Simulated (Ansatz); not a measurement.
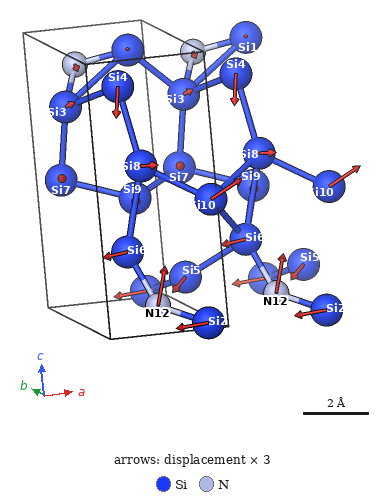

A relaxation of crystalline Si₅N (a generated structure, set up in P1) (coarse preliminary run). The starting structure is drawn; red arrows show the displacements (the part carried along by the change of the cell is left out), magnified 3 times.

A ball-and-stick model of the cell of the calculation, repeated 2 × 1 × 1 with one cell outlined, seen slightly off an axis.

Computed with DFT PBE, scalar-relativistic, plane waves, PAW (Ansatz). Settings: plane-wave cutoff 420 eV; k-point mesh 4 × 4 × 2; occupations gaussian; smearing width 0.1 eV; no spin polarisation; cell and atoms relaxed; force threshold 0.04 eV/Å; at most 70 steps.

### What did the optimiser do to the structure, and how much energy did it gain?

After 10 accepted moves (13 points after the start) the energy has fallen by 83.7 meV per atom. The largest force component goes from 0.88 to 0.04 eV/Å. The pressure goes from 0.07 to 0.07 GPa. The line search rejected the trial steps at points 7, 11 of the run. The SCF was repeated once at an unchanged geometry on a basis and grid sized afresh for the cell, which shifted the energy by 0.7 meV per atom at most. The largest move relative to the cell is that of an N atom, 0.48 Å along [2 1 2]. Largest moves by element: N 0.48 Å, Si 0.40 Å. The volume changes by +1.9 %, with a 4.009 → 3.982 Å (−0.7 %), b 6.411 → 6.384 Å (−0.4 %), c 8.608 → 8.974 Å (+4.3 %), α 72.5° → 71.6°, β 86.2° → 81.6°, γ 83.2° → 82.4°. Some distances before and after: N–Si 2.026 → 2.982 Å, Si–Si 3.055 → 3.803 Å, Si–Si 2.917 → 3.291 Å, Si–Si 2.705 → 3.035 Å. Among the angles between lasting bonds that change: Si–Si–N 55.9° → 90.6°, Si–Si–Si 104.7° → 124.8°, Si–N–Si 138.0° → 156.6°. The space group stays P1 (No. 1). Cost: 3.7 min on 1 thread of Intel(R) Xeon(R) Processor @ 2.70GHz, with other jobs on the host, peak memory 0.47 GiB.

Limits of the set-up: the k-point mesh is coarse for a cell with partly filled bands.
